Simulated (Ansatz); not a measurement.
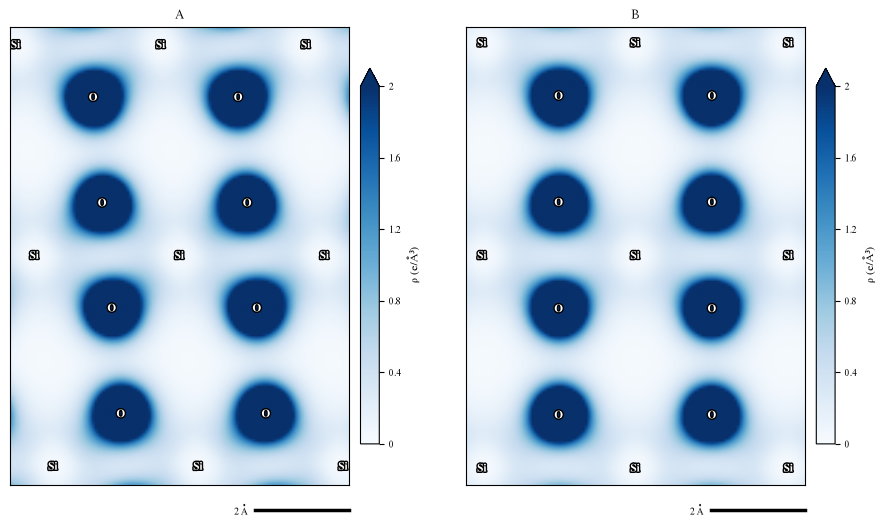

SiO₂. The valence charge density (pseudo) of two cells that differ in size and shape, on the (101̄) plane of each (indices in the axes of the calculation cell), at one length scale and on one colour scale: B has 8.0 Å³ an atom and A 7.6.

The calculation used Ansatz, DFT, r2SCAN, plane waves, PAW.

Core electrons are frozen (PAW), and the valence fields are smoothed inside the atomic spheres.

The larger cell:

```
CELL_PARAMETERS angstrom
0.00000 2.26417 2.26417
2.34840 0.00000 2.26417
2.34840 2.26417 0.00000
ATOMIC_POSITIONS crystal
Si 0.00000 0.00000 0.00000
O 0.25000 0.25000 0.25000
O 0.75000 0.75000 0.75000
```

The smaller cell: a = 3.089 Å, b = 3.089 Å, c = 3.089 Å, α = 64.17°, β = 64.17°, γ = 64.17°.

What changes from the larger cell to the smaller?

Answer. From the larger cell to the smaller, Si–O goes from 1.99 to 1.83 Å, and the density at its midpoint from 0.62 to 0.88 e/Å³, the ELF there from 0.80 to 0.85; the pressure goes from −10 to 8 GPa; the Kohn–Sham gap goes from 2.2 eV to 3.0 eV.
